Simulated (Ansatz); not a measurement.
## Geometry relaxation of Ti$_{5}$Co (part 2 of 4)

The same run, continued: Ti$_{5}$Co (slab, 6 atoms in the cell); DFT r2SCAN, scalar-relativistic, plane waves, PAW, spin-polarised (Ansatz 0.2.0); cutoff 500 eV, 9×9×1 k-mesh, Gaussian smearing of 0.1 eV, collinear spins. The structure derives from an entry of the Crystallography Open Database. The input holds or restrains some coordinates. Forces given for the steps count only the free coordinates. It belongs to a series of runs on one base structure; here: Co put at a top Ti site.

Geometry of the input (Å; fractional positions):
```
3.2518  0.0000  0.0000
0.0000  3.2518  0.0000
0.0000  0.0000  25.5036
Ti 0.5000  0.5000  0.3333
Ti 0.0000  0.0000  0.3970
Ti 0.5000  0.5000  0.4546
Ti 0.0000  0.0000  0.5119
Ti 0.5000  0.5000  0.5722
Co 0.5000  0.5000  0.6843
```

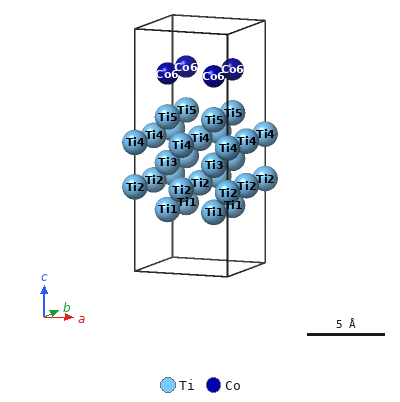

Fig. 1: The geometry at step 1 of the log (spheres-only view of the 2 × 2 repeat of the cell, with the vacuum cut short, seen slightly off an axis; atoms are numbered from 1 in the order of the input).

## What the program printed, continued
```
SCF iter   1: F=—  HF=-17655.516782 eV  |F-HF|=—  |Δ(HF+E_count)|=         —  Δρ=4.44e-2 (↑3.47e-2 ↓4.44e-2)  dr2=2.21e2  dr2_τ=2.32e-1  dr2_m=4.80e-1  M=3.224 μB ∫|m|=3.392 μB  β_m=1.00  ethr=3.10e-3  p=-0.000 e·Å  D=-4.70e-7 V/Å  ΔV_dip=0.00 eV  dr2_dipole=1.70e1  V_vac-E_F(+/−)=8.17/8.17 eV  ⟨swp⟩=9.1  Hψ=6506  notcnv=0
Mixer restart at iter 1: flushing history
efield: sawtooth ramp at fractional position 0.9888 (placed from the atoms, in the widest stretch of the axis that holds none; the zero of the levels goes with the place), width 0.0400; the density the first Hamiltonian is built on has a dipole p = -0.000 e·Å; the dipole correction subtracts the counter field D = -4.70e-7 V/Å, which shifts the + side's vacuum level by +0.00 eV against the − side's; the planar-averaged density in the ramp window peaks in size at 1.1e-6 e/Å³
preconditioner: auto → LDOS  [metal: Δε(μ)=0.004 eV  Ē_g=3.429 eV  σ=0.100 eV  W_gap=0.02  n_scr=52 (ndim 8)  ℏωp=12.2 eV  f_vac=0.504  D(μ)=13.62/eV (n_scr^D=144)]
spin=Collinear: LDOS preconditioning applied to the charge; magnetization (m = ρ↑ − ρ↓) channel mixes plain (no charge-response kernel on spin).
SCF iter   2: F=—  HF=-17649.101062 eV  |F-HF|=—  |Δ(HF+E_count)|=    6.42e0  Δρ=2.98e-2 (↑2.98e-2 ↓2.68e-2)  dr2=9.93e1  dr2_τ=5.55e-2  dr2_m=1.29e-1  M=2.978 μB ∫|m|=3.298 μB  β_m=0.99  ethr=3.10e-3  p=-0.072 e·Å  D=-4.86e-2 V/Å  ΔV_dip=1.24 eV  dr2_dipole=1.15e1  V_vac-E_F(+/−)=6.92/5.68 eV  ⟨swp⟩=4.3  Hψ=3348  notcnv=0  defer=55  κ⁻¹=1.0e0(r=1)
SCF iter   3: F=—  HF=-17647.485244 eV  |F-HF|=—  |Δ(HF+E_count)|=    1.62e0  Δρ=2.28e-2 (↑2.28e-2 ↓2.23e-2)  dr2=3.87e1  dr2_τ=7.60e-2  dr2_m=1.31e-1  M=2.645 μB ∫|m|=3.125 μB  β_m=1.00  ethr=3.10e-3  p=-0.172 e·Å  D=-1.15e-1 V/Å  ΔV_dip=2.95 eV  dr2_dipole=1.49e1  V_vac-E_F(+/−)=4.18/1.23 eV  ⟨swp⟩=6.8  Hψ=4725  notcnv=0  defer=52  κ⁻¹=2.0e-2(r=2)
SCF iter   4: F=—  HF=-17647.701329 eV  |F-HF|=—  |Δ(HF+E_count)|=   2.16e-1  Δρ=2.66e-2 (↑2.66e-2 ↓2.66e-2)  dr2=5.14e1  dr2_τ=9.25e-2  dr2_m=1.25e-1  M=2.643 μB ∫|m|=3.135 μB  β_m=1.00  ethr=3.10e-3  p=-0.193 e·Å  D=-1.30e-1 V/Å  ΔV_dip=3.31 eV  dr2_dipole=1.91e1  V_vac-E_F(+/−)=4.54/1.23 eV  ⟨swp⟩=3.1  Hψ=1909  notcnv=0  defer=46  κ⁻¹=2.6e-3(r=3)
SCF iter   5: F=—  HF=-17647.331917 eV  |F-HF|=—  |Δ(HF+E_count)|=   3.69e-1  Δρ=1.12e-2 (↑1.12e-2 ↓1.11e-2)  dr2=1.46e1  dr2_τ=4.21e-2  dr2_m=3.86e-2  M=2.568 μB ∫|m|=3.115 μB  β_m=1.00  ethr=3.10e-3  p=-0.041 e·Å  D=-2.75e-2 V/Å  ΔV_dip=0.70 eV  dr2_dipole=2.60e0  V_vac-E_F(+/−)=2.53/1.83 eV  ⟨swp⟩=5.8  Hψ=2769  notcnv=0  defer=48  κ⁻¹=1.3e-4(r=4)
SCF iter   6: F=—  HF=-17647.386578 eV  |F-HF|=—  |Δ(HF+E_count)|=   5.47e-2  Δρ=5.55e-3 (↑5.48e-3 ↓5.55e-3)  dr2=9.43e-1  dr2_τ=7.69e-3  dr2_m=6.23e-3  M=2.592 μB ∫|m|=3.162 μB  β_m=1.00  ethr=3.10e-3  p=0.046 e·Å  D=3.08e-2 V/Å  ΔV_dip=-0.79 eV  dr2_dipole=3.56e-1  V_vac-E_F(+/−)=2.73/3.52 eV  ⟨swp⟩=4.6  Hψ=2412  notcnv=0  defer=57  κ⁻¹=1.0e-4(r=5)
SCF iter   7: F=—  HF=-17647.568973 eV  |F-HF|=—  |Δ(HF+E_count)|=         —  Δρ=6.68e-3 (↑3.63e-3 ↓6.68e-3)  dr2=5.34e-1  dr2_τ=2.14e-3  dr2_m=2.89e-2  M=2.612 μB ∫|m|=3.128 μB  β_m=1.00  ethr=1.22e-3  p=-0.007 e·Å  D=-4.38e-3 V/Å  ΔV_dip=0.11 eV  dr2_dipole=3.70e-2  V_vac-E_F(+/−)=3.33/3.22 eV  ⟨swp⟩=3.0  Hψ=2013  notcnv=0  defer=57  κ⁻¹=1.0e-4(r=5)
SCF iter   8: F=—  HF=-17647.621062 eV  |F-HF|=—  |Δ(HF+E_count)|=   5.21e-2  Δρ=2.94e-3 (↑2.69e-3 ↓2.94e-3)  dr2=1.36e-1  dr2_τ=6.12e-4  dr2_m=1.45e-3  M=2.726 μB ∫|m|=3.199 μB  β_m=1.00  ethr=6.93e-4  p=-0.027 e·Å  D=-1.82e-2 V/Å  ΔV_dip=0.46 eV  dr2_dipole=1.87e-3  V_vac-E_F(+/−)=3.75/3.29 eV  ⟨swp⟩=2.8  Hψ=1927  notcnv=0  defer=53  κ⁻¹=9.4e-5(r=6)
SCF iter   9: F=—  HF=-17647.688412 eV  |F-HF|=—  |Δ(HF+E_count)|=   6.74e-2  Δρ=2.37e-3 (↑2.37e-3 ↓1.91e-3)  dr2=2.68e-1  dr2_τ=5.26e-4  dr2_m=1.51e-3  M=2.907 μB ∫|m|=3.396 μB  β_m=1.00  ethr=1.76e-4  p=-0.048 e·Å  D=-3.24e-2 V/Å  ΔV_dip=0.83 eV  dr2_dipole=9.98e-2  V_vac-E_F(+/−)=3.98/3.15 eV  ⟨swp⟩=2.8  Hψ=2257  notcnv=0  defer=47  κ⁻¹=4.0e-5(r=7)
SCF iter  10: F=—  HF=-17647.703280 eV  |F-HF|=—  |Δ(HF+E_count)|=   1.49e-2  Δρ=8.54e-4 (↑8.06e-4 ↓8.54e-4)  dr2=1.01e-2  dr2_τ=6.96e-5  dr2_m=4.77e-4  M=2.990 μB ∫|m|=3.533 μB  β_m=1.00  ethr=1.76e-4  p=-0.036 e·Å  D=-2.45e-2 V/Å  ΔV_dip=0.62 eV  dr2_dipole=2.31e-3  V_vac-E_F(+/−)=3.92/3.30 eV  ⟨swp⟩=2.0  Hψ=1753  notcnv=0  defer=40  κ⁻¹=7.6e-6(r=8)
SCF iter  11: F=—  HF=-17647.711060 eV  |F-HF|=—  |Δ(HF+E_count)|=   7.78e-3  Δρ=7.31e-4 (↑5.97e-4 ↓7.31e-4)  dr2=5.07e-3  dr2_τ=4.24e-5  dr2_m=4.38e-4  M=3.056 μB ∫|m|=3.646 μB  β_m=1.00  ethr=1.32e-5  p=-0.039 e·Å  D=-2.60e-2 V/Å  ΔV_dip=0.66 eV  dr2_dipole=6.67e-4  V_vac-E_F(+/−)=3.95/3.29 eV  ⟨swp⟩=2.3  Hψ=1914  notcnv=0  defer=39  κ⁻¹=2.4e-6(r=8)
SCF iter  12: F=—  HF=-17647.715396 eV  |F-HF|=—  |Δ(HF+E_count)|=   4.34e-3  Δρ=6.31e-4 (↑4.43e-4 ↓6.31e-4)  dr2=2.69e-3  dr2_τ=2.37e-5  dr2_m=3.35e-4  M=3.109 μB ∫|m|=3.744 μB  β_m=1.00  ethr=6.58e-6  p=-0.041 e·Å  D=-2.77e-2 V/Å  ΔV_dip=0.71 eV  dr2_dipole=1.91e-4  V_vac-E_F(+/−)=3.99/3.28 eV  ⟨swp⟩=2.1  Hψ=1857  notcnv=0  defer=40  κ⁻¹=1.6e-6(r=8)
SCF iter  13: F=—  HF=-17647.719694 eV  |F-HF|=—  |Δ(HF+E_count)|=   4.30e-3  Δρ=5.28e-4 (↑3.49e-4 ↓5.28e-4)  dr2=3.14e-3  dr2_τ=1.47e-5  dr2_m=1.74e-4  M=3.182 μB ∫|m|=3.882 μB  β_m=1.00  ethr=3.50e-6  p=-0.045 e·Å  D=-3.02e-2 V/Å  ΔV_dip=0.77 eV  dr2_dipole=8.06e-4  V_vac-E_F(+/−)=4.04/3.27 eV  ⟨swp⟩=3.7  Hψ=3117  notcnv=0  defer=43  κ⁻¹=4.4e-7(r=8)
SCF iter  14: F=—  HF=-17647.723678 eV  |F-HF|=—  |Δ(HF+E_count)|=         —  Δρ=6.10e-4 (↑4.69e-4 ↓6.10e-4)  dr2=7.61e-4  dr2_τ=2.73e-5  dr2_m=4.52e-4  M=3.238 μB ∫|m|=4.007 μB  β_m=1.00  ethr=3.50e-6  p=-0.046 e·Å  D=-3.06e-2 V/Å  ΔV_dip=0.78 eV  dr2_dipole=7.11e-5  V_vac-E_F(+/−)=4.05/3.27 eV  ⟨swp⟩=2.0  Hψ=1915  notcnv=0  defer=43  κ⁻¹=4.4e-7(r=8)
SCF iter  15: F=—  HF=-17647.725193 eV  |F-HF|=—  |Δ(HF+E_count)|=   1.51e-3  Δρ=5.08e-4 (↑3.78e-4 ↓5.08e-4)  dr2=7.24e-4  dr2_τ=1.66e-5  dr2_m=2.58e-4  M=3.261 μB ∫|m|=4.102 μB  β_m=1.00  ethr=9.89e-7  p=-0.047 e·Å  D=-3.13e-2 V/Å  ΔV_dip=0.80 eV  dr2_dipole=3.86e-5  V_vac-E_F(+/−)=4.06/3.27 eV  ⟨swp⟩=2.8  Hψ=2685  notcnv=0  defer=43  κ⁻¹=8.2e-7(r=8)
SCF iter  16: F=—  HF=-17647.726174 eV  |F-HF|=—  |Δ(HF+E_count)|=   9.81e-4  Δρ=4.70e-4 (↑3.53e-4 ↓4.70e-4)  dr2=5.22e-4  dr2_τ=1.45e-5  dr2_m=2.33e-4  M=3.232 μB ∫|m|=4.147 μB  β_m=1.00  ethr=9.40e-7  p=-0.046 e·Å  D=-3.08e-2 V/Å  ΔV_dip=0.79 eV  dr2_dipole=3.17e-6  V_vac-E_F(+/−)=4.06/3.27 eV  ⟨swp⟩=3.1  Hψ=2899  notcnv=0  defer=43  κ⁻¹=2.0e-5(r=8)
SCF iter  17: F=—  HF=-17647.728080 eV  |F-HF|=—  |Δ(HF+E_count)|=   1.91e-3  Δρ=4.45e-4 (↑4.45e-4 ↓4.36e-4)  dr2=7.18e-4  dr2_τ=2.00e-5  dr2_m=3.37e-4  M=3.194 μB ∫|m|=4.257 μB  β_m=1.00  ethr=6.78e-7  p=-0.046 e·Å  D=-3.11e-2 V/Å  ΔV_dip=0.79 eV  dr2_dipole=4.92e-5  V_vac-E_F(+/−)=4.07/3.28 eV  ⟨swp⟩=3.1  Hψ=2924  notcnv=0  defer=43  κ⁻¹=2.7e-5(r=8)
SCF iter  18: F=—  HF=-17647.728249 eV  |F-HF|=—  |Δ(HF+E_count)|=   1.69e-4  Δρ=4.61e-4 (↑4.61e-4 ↓4.38e-4)  dr2=8.00e-4  dr2_τ=2.14e-5  dr2_m=3.60e-4  M=3.193 μB ∫|m|=4.269 μB  β_m=1.00  ethr=6.78e-7  p=-0.046 e·Å  D=-3.11e-2 V/Å  ΔV_dip=0.79 eV  dr2_dipole=7.75e-5  V_vac-E_F(+/−)=4.07/3.28 eV  ⟨swp⟩=1.6  Hψ=1510  notcnv=0  defer=43  κ⁻¹=9.2e-7(r=8)
SCF iter  19: F=—  HF=-17647.727825 eV  |F-HF|=—  |Δ(HF+E_count)|=   4.24e-4  Δρ=4.29e-4 (↑4.29e-4 ↓4.23e-4)  dr2=6.57e-4  dr2_τ=1.96e-5  dr2_m=3.19e-4  M=3.240 μB ∫|m|=4.273 μB  β_m=1.00  ethr=6.78e-7  p=-0.046 e·Å  D=-3.10e-2 V/Å  ΔV_dip=0.79 eV  dr2_dipole=7.77e-5  V_vac-E_F(+/−)=4.07/3.28 eV  ⟨swp⟩=2.0  Hψ=1871  notcnv=0  defer=43  κ⁻¹=6.9e-5(r=8)
SCF iter  20: F=—  HF=-17647.727079 eV  |F-HF|=—  |Δ(HF+E_count)|=   7.45e-4  Δρ=4.13e-4 (↑3.66e-4 ↓4.13e-4)  dr2=5.78e-4  dr2_τ=1.52e-5  dr2_m=2.36e-4  M=3.285 μB ∫|m|=4.243 μB  β_m=1.00  ethr=6.78e-7  p=-0.046 e·Å  D=-3.08e-2 V/Å  ΔV_dip=0.79 eV  dr2_dipole=7.70e-5  V_vac-E_F(+/−)=4.07/3.28 eV  ⟨swp⟩=2.3  Hψ=1943  notcnv=0  defer=43  κ⁻¹=1.9e-4(r=8)
SCF iter  21: F=—  HF=-17647.726655 eV  |F-HF|=—  |Δ(HF+E_count)|=   4.24e-4  Δρ=3.79e-4 (↑3.59e-4 ↓3.79e-4)  dr2=6.99e-4  dr2_τ=1.40e-5  dr2_m=2.09e-4  M=3.345 μB ∫|m|=4.235 μB  β_m=1.00  ethr=6.78e-7  p=-0.047 e·Å  D=-3.13e-2 V/Å  ΔV_dip=0.80 eV  dr2_dipole=1.33e-4  V_vac-E_F(+/−)=4.07/3.27 eV  ⟨swp⟩=2.5  Hψ=2233  notcnv=0  defer=43  κ⁻¹=3.4e-4(r=8)
SCF iter  22: F=—  HF=-17647.725451 eV  |F-HF|=—  |Δ(HF+E_count)|=   1.20e-3  Δρ=3.30e-4 (↑2.71e-4 ↓3.30e-4)  dr2=7.18e-4  dr2_τ=6.40e-6  dr2_m=8.61e-5  M=3.452 μB ∫|m|=4.148 μB  β_m=1.00  ethr=6.78e-7  p=-0.048 e·Å  D=-3.22e-2 V/Å  ΔV_dip=0.82 eV  dr2_dipole=3.35e-5  V_vac-E_F(+/−)=4.08/3.26 eV  ⟨swp⟩=3.3  Hψ=2926  notcnv=0  defer=43  κ⁻¹=1.3e-3(r=7)
SCF iter  23: F=—  HF=-17647.726905 eV  |F-HF|=—  |Δ(HF+E_count)|=   1.45e-3  Δρ=4.34e-4 (↑3.99e-4 ↓4.34e-4)  dr2=5.07e-4  dr2_τ=2.08e-5  dr2_m=2.80e-4  M=3.241 μB ∫|m|=4.208 μB  β_m=1.00  ethr=6.78e-7  p=-0.047 e·Å  D=-3.14e-2 V/Å  ΔV_dip=0.80 eV  dr2_dipole=1.97e-5  V_vac-E_F(+/−)=4.07/3.27 eV  ⟨swp⟩=3.4  Hψ=2904  notcnv=0  defer=43  κ⁻¹=1.4e-3(r=7)
SCF iter  24: F=—  HF=-17647.730057 eV  |F-HF|=—  |Δ(HF+E_count)|=   3.15e-3  Δρ=6.58e-4 (↑6.58e-4 ↓6.07e-4)  dr2=1.81e-3  dr2_τ=4.58e-5  dr2_m=7.65e-4  M=3.027 μB ∫|m|=4.327 μB  β_m=1.00  ethr=6.58e-7  p=-0.046 e·Å  D=-3.09e-2 V/Å  ΔV_dip=0.79 eV  dr2_dipole=1.96e-4  V_vac-E_F(+/−)=4.07/3.28 eV  ⟨swp⟩=3.5  Hψ=2960  notcnv=0  defer=43  κ⁻¹=1.6e-3(r=7)
SCF iter  25: F=—  HF=-17647.738649 eV  |F-HF|=—  |Δ(HF+E_count)|=   8.59e-3  Δρ=1.05e-3 (↑1.05e-3 ↓6.65e-4)  dr2=1.04e-2  dr2_τ=1.13e-4  dr2_m=1.43e-3  M=2.706 μB ∫|m|=4.717 μB  β_m=1.00  ethr=6.58e-7  p=-0.046 e·Å  D=-3.10e-2 V/Å  ΔV_dip=0.79 eV  dr2_dipole=2.73e-4  V_vac-E_F(+/−)=4.09/3.30 eV  ⟨swp⟩=4.4  Hψ=3594  notcnv=0  defer=45  κ⁻¹=1.5e-3(r=7)
SCF iter  26: F=—  HF=-17647.735026 eV  |F-HF|=—  |Δ(HF+E_count)|=   3.62e-3  Δρ=1.24e-3 (↑1.24e-3 ↓1.11e-3)  dr2=1.50e-2  dr2_τ=2.60e-4  dr2_m=2.58e-3  M=2.522 μB ∫|m|=5.079 μB  β_m=1.00  ethr=6.58e-7  p=-0.049 e·Å  D=-3.31e-2 V/Å  ΔV_dip=0.84 eV  dr2_dipole=6.99e-3  V_vac-E_F(+/−)=4.16/3.31 eV  ⟨swp⟩=4.1  Hψ=3500  notcnv=0  defer=47
Mixer restart at iter 26: flushing history
SCF iter  27: F=—  HF=-17647.740705 eV  |F-HF|=—  |Δ(HF+E_count)|=   5.68e-3  Δρ=5.89e-4 (↑5.89e-4 ↓5.42e-4)  dr2=6.02e-3  dr2_τ=3.39e-5  dr2_m=4.60e-4  M=2.587 μB ∫|m|=5.089 μB  β_m=1.00  ethr=6.58e-7  p=-0.048 e·Å  D=-3.22e-2 V/Å  ΔV_dip=0.82 eV  dr2_dipole=3.79e-3  V_vac-E_F(+/−)=4.14/3.32 eV  ⟨swp⟩=3.1  Hψ=3057  notcnv=0  defer=47  κ⁻¹=1.0e0(r=1)
SCF iter  28: F=—  HF=-17647.742731 eV  |F-HF|=—  |Δ(HF+E_count)|=   2.03e-3  Δρ=2.68e-4 (↑2.19e-4 ↓2.68e-4)  dr2=1.00e-3  dr2_τ=5.52e-6  dr2_m=6.01e-5  M=2.658 μB ∫|m|=5.106 μB  β_m=1.00  ethr=6.58e-7  p=-0.046 e·Å  D=-3.06e-2 V/Å  ΔV_dip=0.78 eV  dr2_dipole=5.23e-4  V_vac-E_F(+/−)=4.11/3.33 eV  ⟨swp⟩=3.0  Hψ=2798  notcnv=0  defer=47  κ⁻¹=1.3e-1(r=2)
SCF iter  29: F=—  HF=-17647.743140 eV  |F-HF|=—  |Δ(HF+E_count)|=   4.09e-4  Δρ=1.58e-4 (↑1.55e-4 ↓1.58e-4)  dr2=2.98e-4  dr2_τ=2.38e-6  dr2_m=3.61e-5  M=2.681 μB ∫|m|=5.115 μB  β_m=1.00  ethr=6.58e-7  p=-0.044 e·Å  D=-2.96e-2 V/Å  ΔV_dip=0.75 eV  dr2_dipole=1.61e-4  V_vac-E_F(+/−)=4.10/3.35 eV  ⟨swp⟩=2.2  Hψ=2457  notcnv=0  defer=47  κ⁻¹=2.1e-2(r=3)
SCF iter  30: F=—  HF=-17647.743250 eV  |F-HF|=—  |Δ(HF+E_count)|=   1.09e-4  Δρ=1.05e-4 (↑1.03e-4 ↓1.05e-4)  dr2=9.16e-5  dr2_τ=1.18e-6  dr2_m=1.52e-5  M=2.690 μB ∫|m|=5.121 μB  β_m=1.00  ethr=3.87e-7  p=-0.043 e·Å  D=-2.85e-2 V/Å  ΔV_dip=0.73 eV  dr2_dipole=1.50e-5  V_vac-E_F(+/−)=4.09/3.36 eV  ⟨swp⟩=2.6  Hψ=2454  notcnv=0  defer=47  κ⁻¹=5.5e-3(r=4)
SCF iter  31: F=—  HF=-17647.743296 eV  |F-HF|=—  |Δ(HF+E_count)|=   4.58e-5  Δρ=6.99e-5 (↑6.92e-5 ↓6.99e-5)  dr2=4.42e-5  dr2_τ=4.30e-7  dr2_m=6.02e-6  M=2.681 μB ∫|m|=5.121 μB  β_m=1.00  ethr=1.19e-7  p=-0.042 e·Å  D=-2.80e-2 V/Å  ΔV_dip=0.71 eV  dr2_dipole=1.53e-6  V_vac-E_F(+/−)=4.09/3.37 eV  ⟨swp⟩=3.4  Hψ=2590  notcnv=0  defer=47  κ⁻¹=1.2e-3(r=5)
SCF iter  32: F=—  HF=-17647.743344 eV  |F-HF|=—  |Δ(HF+E_count)|=   4.88e-5  Δρ=3.79e-5 (↑3.77e-5 ↓3.79e-5)  dr2=2.19e-5  dr2_τ=1.10e-7  dr2_m=1.11e-6  M=2.670 μB ∫|m|=5.118 μB  β_m=1.00  ethr=5.74e-8  p=-0.041 e·Å  D=-2.77e-2 V/Å  ΔV_dip=0.71 eV  dr2_dipole=1.80e-6  V_vac-E_F(+/−)=4.09/3.38 eV  ⟨swp⟩=2.6  Hψ=2481  notcnv=0  defer=47  κ⁻¹=2.0e-4(r=6)
SCF iter  33: F=—  HF=-17647.743372 eV  |F-HF|=—  |Δ(HF+E_count)|=   2.79e-5  Δρ=2.23e-5 (↑1.84e-5 ↓2.23e-5)  dr2=3.30e-6  dr2_τ=3.35e-8  dr2_m=4.36e-7  M=2.662 μB ∫|m|=5.118 μB  β_m=1.00  ethr=2.84e-8  p=-0.041 e·Å  D=-2.73e-2 V/Å  ΔV_dip=0.70 eV  dr2_dipole=5.35e-8  V_vac-E_F(+/−)=4.09/3.39 eV  ⟨swp⟩=3.1  Hψ=2800  notcnv=0  defer=47  κ⁻¹=3.3e-5(r=7)
SCF iter  34: F=—  HF=-17647.743372 eV  |F-HF|=—  |Δ(HF+E_count)|=   5.68e-8  Δρ=8.58e-5 (↑1.54e-5 ↓8.58e-5)  dr2=7.29e-5  dr2_τ=1.21e-7  dr2_m=4.47e-6  M=2.662 μB ∫|m|=5.117 μB  β_m=1.00  ethr=4.28e-9  p=-0.040 e·Å  D=-2.72e-2 V/Å  ΔV_dip=0.69 eV  dr2_dipole=2.76e-5  V_vac-E_F(+/−)=4.08/3.39 eV  ⟨swp⟩=3.5  Hψ=2958  notcnv=0  defer=47  κ⁻¹=1.2e-5(r=8)
SCF iter  35: F=—  HF=-17647.743378 eV  |F-HF|=—  |Δ(HF+E_count)|=   5.98e-6  Δρ=5.58e-5 (↑1.01e-5 ↓5.58e-5)  dr2=3.44e-5  dr2_τ=5.59e-8  dr2_m=1.91e-6  M=2.662 μB ∫|m|=5.119 μB  β_m=1.00  ethr=4.28e-9  p=-0.040 e·Å  D=-2.70e-2 V/Å  ΔV_dip=0.69 eV  dr2_dipole=1.42e-5  V_vac-E_F(+/−)=4.08/3.39 eV  ⟨swp⟩=2.7  Hψ=2487  notcnv=0  defer=47  κ⁻¹=5.5e-6(r=8)
SCF iter  36: F=-17647.743376 eV  HF=-17647.743379 eV  |F-HF|=3.31e-6  |Δ(HF+E_count)|=   1.05e-6  Δρ=1.46e-5 (↑6.14e-6 ↓1.46e-5)  dr2=2.95e-6  dr2_τ=5.94e-9  dr2_m=1.52e-7  M=2.663 μB ∫|m|=5.119 μB  ethr=4.28e-9  p=-0.040 e·Å  D=-2.70e-2 V/Å  ΔV_dip=0.69 eV  dr2_dipole=1.46e-6  V_vac-E_F(+/−)=4.08/3.39 eV  ⟨swp⟩=28.5  Hψ=13418  notcnv=0
at 4 of the mixer's solves, the last at iteration 25, it left a direction of its history that read negative out of its fit and stepped the other way along it
SCF 1 converged in 36 iterations: F = -17647.743376 eV  dr2 = 2.95e-6
  Residual-converged pass: ⟨swp⟩=1.1  Hψ=1562  notcnv=0  max |occ|·‖R‖ = 7.0e-9 eV (tolerance 1.0e-8 eV)  dr2=2.95e-6  dr2_τ=5.94e-9  dr2_m=1.52e-7  dr2_onsite=4.71e-7  max |Δocc| = 1.3e-10
  greatest PAW one-centre occupation: 1.006 electrons in one spin orbital (limit 2), on the Co atom at site 5 (counted from 0), in its partial waves of l = 1
relax step   1: F+E_penalty+E_count = -17647.74337609 eV  Δ(F+E_penalty+E_count) = +0.000e0 eV  max|allowed force component| = 1.252e0 eV/Å  Δτ_max = 0.0000 Å  (36 SCF iters, dr2 threshold 2.25e-5 eV, accepted)
Initial density: handed on by an earlier stage of this run
Starting moments: Σ|m| = 3 μB on 1 of 6 sites; this step starts from the density that it was given
Initial wavefunctions: those handed on with the density
iter 1 solved again at ethr=2.36e-3 eV; its pass at ethr=3.10e-3 eV (dr2=1.82e0 eV) is discarded
```
